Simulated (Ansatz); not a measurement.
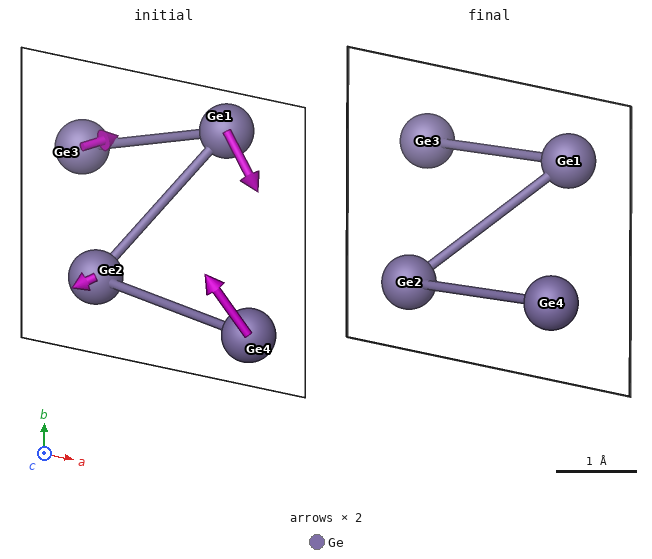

The structure of solid Ge (set up in P1) before (left) and after (right) a relaxation, at one scale. The purple arrows give the displacements (the part carried along by the change of the cell is left out), 2 times their true length.

Style: ball-and-stick. Shown: the cell of the calculation, reduced to other axes, along the c axis. Lengths and directions refer to the drawn axes.

Case: all atoms moved at random, sigma 0.25 Å for each component; relaxed back.

Computed with DFT PBEsol, scalar-relativistic, plane waves, PAW (Ansatz 0.2.0). Set-up: plane-wave cutoff 420 eV; k-point mesh 10 × 10 × 10; occupations gaussian; smearing width 0.15 eV; no spin polarisation; cell and atoms relaxed; force threshold 0.01 eV/Å; at most 80 steps.

Q: What changed between the two?

A: The run was cut off at its time limit before the relaxation converged, so the last structure is only a point on the way. The atom that moves furthest relative to the cell is Ge4 (0.48 Å roughly along [−1 1 0]). The drawn cell changes as follows: a 3.867 → 3.864 Å (−0.1 %), b 3.867 → 3.866 Å (0.0 %), c 5.585 → 5.584 Å (0.0 %), α 108.4° → 108.2°, β 108.4° → 108.8°, γ 95.0° → 94.7°; the volume changes by −0.1 %. Near-neighbour distances that change, for instance: Ge3–Ge4 3.197 → 2.602 Å, Ge3–Ge4 (another image) 2.547 → 3.090 Å, Ge1–Ge4 3.562 → 3.051 Å, Ge1–Ge2 2.490 → 2.957 Å. Among the angles between lasting bonds that change: Ge1–Ge4–Ge2 138.5° → 111.0°, Ge3–Ge1–Ge4 140.3° → 117.2°, Ge2–Ge1–Ge4 81.7° → 62.7°. Within 0.06 Å the space group is P1 at the start and C2/m at the end; at a tighter tolerance small leftover displacements or strains of the cell lower it. The energy falls by 0.988 eV per cell of the calculation in 6 accepted moves (8 points after the start). The largest force component goes from 2.8 to 0.03 eV/Å. Pressure: 9.41 GPa at the start and 0.07 GPa at the end. The line search rejected the trial steps at points 4, 7 of the run. Cost: 13 min on 2 threads of Intel(R) Xeon(R) Platinum 8259CL CPU @ 2.50GHz (Skylake/Cascade Lake), on a shared host, peak memory 1.2 GiB.
